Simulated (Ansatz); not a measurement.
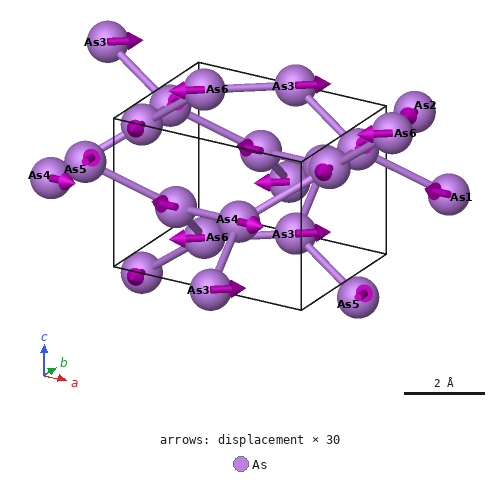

A relaxation of a crystal of As (a generated structure, set up in P6_422). The starting structure is drawn; purple arrows show the displacements (the part carried along by the change of the cell is left out), 30 times their true length.

The picture is a ball-and-stick view of the cell of the calculation, seen slightly off an axis.

These are results of DFT PBE, scalar-relativistic, plane waves, PAW (Ansatz 0.2.0), not measurements. Settings: plane-wave cutoff 420 eV; k-point mesh 6 × 6 × 10; occupations gaussian; smearing width 0.1 eV; no spin polarisation; cell and atoms relaxed; force threshold 0.01 eV/Å; at most 80 steps.

**What did the optimiser do to the structure, and how much energy did it gain?**

The largest moves relative to the cell, 0.031 Å, are those of As1, As2, As3, As4, As5 and As6. As5 goes along +b. The drawn cell changes as follows: a = b 7.003 → 6.991 Å (−0.2 %), c 3.803 → 3.747 Å (−1.5 %); the volume changes by −1.8 %. Among the contacts that change: As1–As4 2.346 → 2.402 Å, As1–As5 2.652 → 2.612 Å. The space group stays P6_422 (No. 181). The energy falls by 3.0 meV per atom in 5 accepted moves (6 points after the start). The largest force component goes from 0.21 to under 0.0001 eV/Å. Pressure: 0.11 GPa at the start and 0.00 GPa at the end. The SCF was repeated once at an unchanged geometry on a basis and grid sized afresh for the cell, which shifted the energy by 0.1 meV per atom at most.
